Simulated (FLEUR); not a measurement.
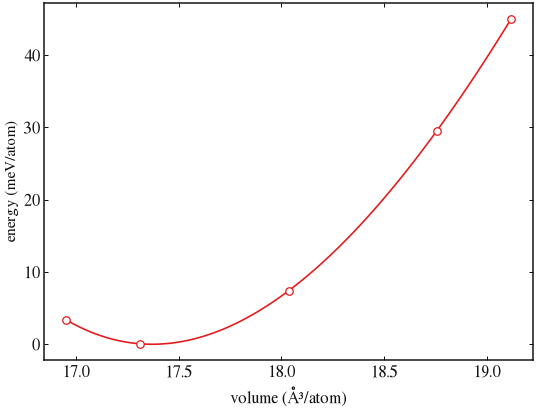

Plotted: energy against volume for Ag, space group P6_3/mmc (No. 194).

Cell as given: a = 2.886 Å, b = 2.886 Å, c = 10.000 Å, α = 90.00°, β = 90.00°, γ = 120.00°; 4 atoms.

Method: all-electron LAPW DFT, no spin polarisation; energies at scaled volumes of the given cell, shape and fractions fixed, counted from the fit's minimum, third-order Birch-Murnaghan fit (FLEUR MaX-R8.1 (later development tree)). Level: r2SCAN.

| setting | value |
| --- | --- |
| k mesh | 11×11×3 |
| occupations | Fermi–Dirac |
| smearing width | 0.05 eV |
| potentials | all electron |
| program settings | basis FLAPW, kmax 4.1 1/bohr |

Tabulate the plotted points.

```tsv
volume (Å³/atom)	energy (meV/atom)
16.95	3.37
17.31	0.05
18.04	7.42
18.76	29.54
19.12	45.00
```

Keep in mind: shape and atomic fractions are frozen while scaling, which makes layered, chain and framework solids too stiff.
